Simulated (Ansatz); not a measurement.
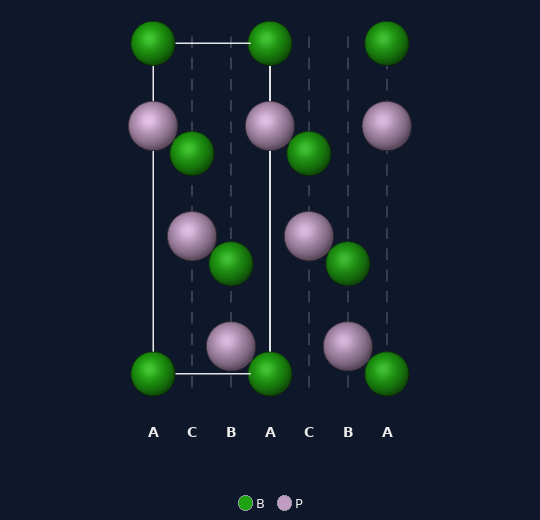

Projection along an edge of the hexagonal mesh, stacking direction [111] upwards. The dashed lines mark the three columns A (0, 0), B (1/3, 2/3) and C (2/3, 1/3). The box is the hexagonal cell of the face-centred cubic lattice. The sequence starts with the first layer at or above the cell's origin.

System BP (space group F-43m, No. 216); source of the atomic positions: the geometry relaxed with DFT, PBE, plane waves, PAW (Ansatz); the starting structure was generated, so it need not be a known form of this composition.

Give the sequence of layers in one repeat, with element and column.

B(A) – P(B) – B(B) – P(C) – B(C) – P(A) (six layers in 7.88 Å).
